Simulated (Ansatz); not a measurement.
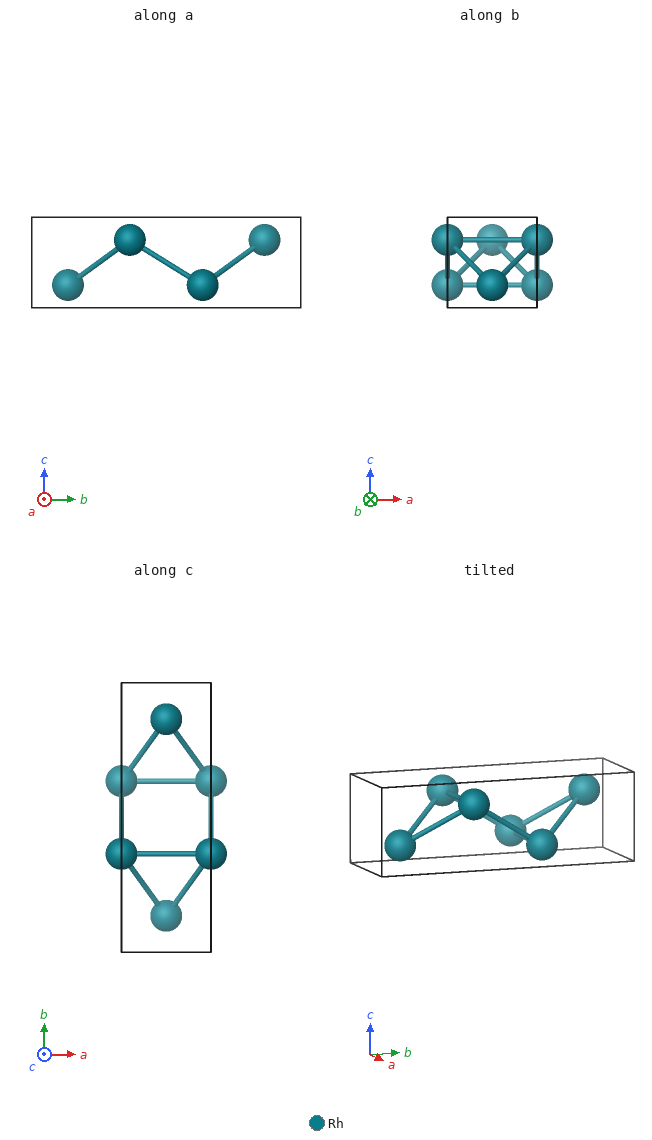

View along the a axis, along the b axis, along the c axis and slightly off an axis, drawn as a ball-and-stick model. The edges of the conventional unit cell are marked.

Lattice parameters: a = 2.816 Å, b = 8.468 Å, c = 2.838 Å, α = 90.00°, β = 90.00°, γ = 90.00°. Put a along x and b in the xy plane.

Q: From the views, write a POSCAR file, with free fractional coordinates to two decimals.

A:
```
Rh
1.0
     2.816    0.000    0.000
     0.000    8.468    0.000
     0.000    0.000    2.838
Rh
4
Direct
  0.00 0.64 0.25
  0.50 0.86 0.75
  0.50 0.14 0.25
  0.00 0.36 0.75
```

The model was built from a structure type filled with this element by a generator (whether the element takes this form wasn't checked). Earlier steps of the study may have refined or changed the cell and positions. Ansatz was used for an electronic-structure calculation on it.

At this level of theory the cell isn't at rest (stretched, at -12 GPa), so its distances can differ from those at equilibrium, the more so the softer the solid.
